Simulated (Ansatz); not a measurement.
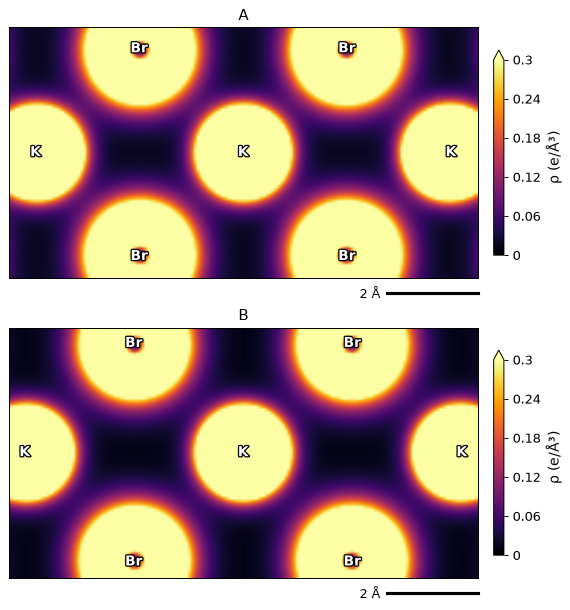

KBr. The valence charge density (pseudo) of two cells that differ in size, on the (101) plane of each (indices in the axes of the calculation cell), at one length scale and on one colour scale; one has 34.2 and the other 39.9 Å³ an atom.

Level of theory: DFT PBE, scalar-relativistic, plane waves, PAW in Ansatz 0.2.0.

The density is the valence pseudo-density of a PAW calculation; it isn't the true density close to the nuclei.

Q: Which panel shows the smaller cell, and what does the compression change?

A: Panel A is the smaller cell, by 14 % in volume. From the larger cell to the smaller, K–Br goes from 3.42 to 3.25 Å, and the density at its midpoint from 0.07 to 0.1 e/Å³; the pressure goes from −0.7 to 1.6 GPa; the Kohn–Sham gap goes from 4.2 eV to 4.6 eV.
